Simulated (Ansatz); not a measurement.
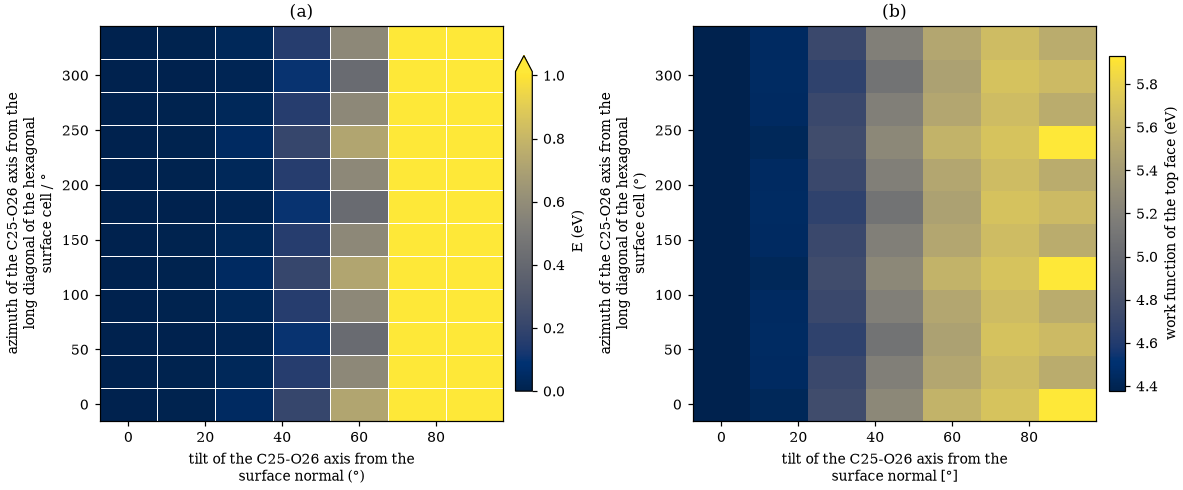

CO on a C(111) slab cut from the Fd-3m phase, its upper half relaxed before the scan (24 atoms of substrate and one adsorbate in a 2 × 2 cell). CO stands on one site of a rigid substrate at a fixed height and bond length while its axis is turned; it sits over a top site over C24, heights counted from the top plane; the height is held at 1.57 Å. The first coordinate is: tilt of the C25-O26 axis from the surface normal; the second: azimuth of the C25-O26 axis from the long diagonal of the hexagonal surface cell. The grid has 7 × 12 points; 19 points were computed and 65 follow by symmetry. Points are written as (first, second). Energies are in eV, from the lowest grid point. Computed with DFT PBE, scalar-relativistic, plane waves, PAW in Ansatz 0.2.0. Settings: cutoff 420 eV, k-mesh 6×6×1, gaussian smearing 0.05 eV, no spin polarisation.

Panel (a) is the energy and panel (b) the computed work function of the top face on the same grid.

In the figure: one coloured cell a grid point, one colour for all values above the top of the scale.

Question: How does the work function of the top face vary over the map, and what is it at the lowest grid point?

Answer: Leaving out the highest fifth of the energies, it runs from 4.38 eV at (0°, 0°) to 5.69 eV at (75°, 60°). At the lowest grid point, (0°, 0°), it is 4.38 eV. That point lies on the edge of the scan.

PAW datasets: the set soft_1.
